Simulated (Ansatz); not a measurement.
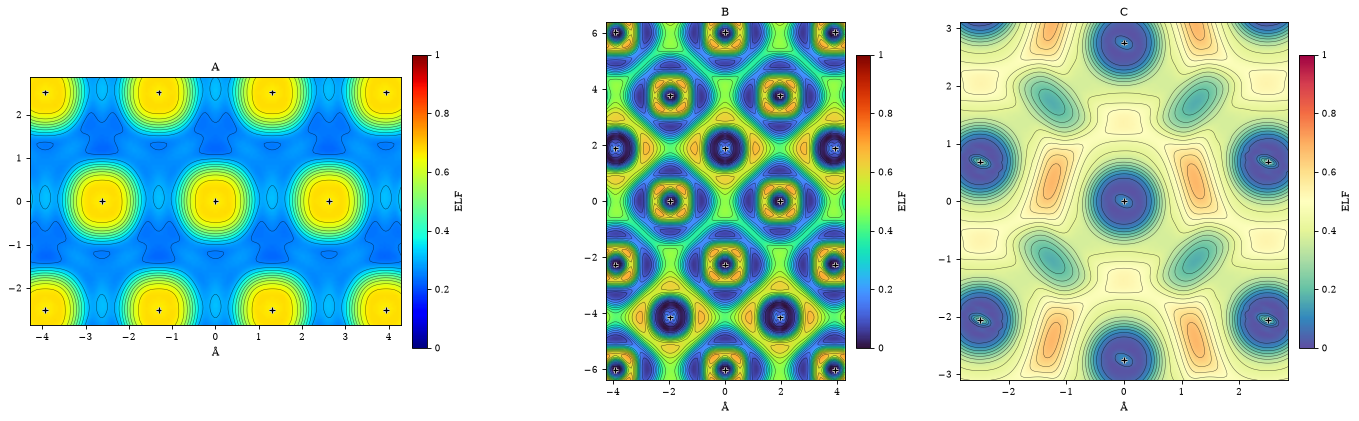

The electron localisation function of 3 systems, each on a plane through atoms (crosses mark nuclei in the plane).

Theory: Ansatz 0.2.0, DFT r2SCAN, scalar-relativistic, plane waves, PAW.

System 1: TiAl$_{2}$, the (001) plane of the conventional cell. Space group Cmmm; computed without spin polarisation.

```
Ti Al
1.0
     3.91335    0.00000    0.00000
     0.00000   12.06789    0.00000
     0.00000    0.00000    3.99286
Ti Al
4 8
Cartesian
  0.0000 4.1463 0.0000
  1.9567 10.1802 0.0000
  0.0000 7.9216 0.0000
  1.9567 1.8877 0.0000
  0.0000 0.0000 0.0000
  1.9567 6.0339 0.0000
  0.0000 2.0827 1.9964
  1.9567 8.1166 1.9964
  0.0000 9.9852 1.9964
  1.9567 3.9513 1.9964
  0.0000 6.0339 1.9964
  1.9567 0.0000 1.9964
```

System 2: Ge, the (010) plane of the conventional cell. Space group I4₁/amd; a structure from a database of computed crystals, not necessarily the ambient phase; changed on purpose from its base cell (strain -0.030 along x and y, -0.015 along z, atoms carried along); computed pressure about 8 GPa in this cell.

System 3: Pt, the (001) plane of the conventional cell. Space group Cmcm; a structure from a database of computed crystals, not necessarily the ambient phase; changed on purpose from its base cell (strain -0.0500 x Voigt [1, -1, 0, 0, 0, 0], atoms carried along); computed pressure about −3 GPa in this cell.

```
Pt
1.0
     2.62263    0.00000    0.00000
     0.00000    5.02069    0.00000
     0.00000    0.00000    4.79213
Pt
4
Direct
  0.50000 0.16667 0.75000
  0.00000 0.66667 0.75000
  0.00000 0.33333 0.25000
  0.50000 0.83333 0.25000
```

**Which map belongs to which system?**

Panel A is system 3, Pt: the plane holds Pt. Pt–Pt (2.62 Å): the ELF is about 0.30 at the midpoint (no shared electron pair shows on this line). Panel B is system 1, TiAl$_{2}$: the plane holds Ti and Al. Ti–Al (2.72 Å): the ELF is about 0.35 at the midpoint. Panel C is system 2, Ge: the plane holds Ge. Ge–Ge (2.59 Å): the ELF peaks at about 0.70 between the atoms.
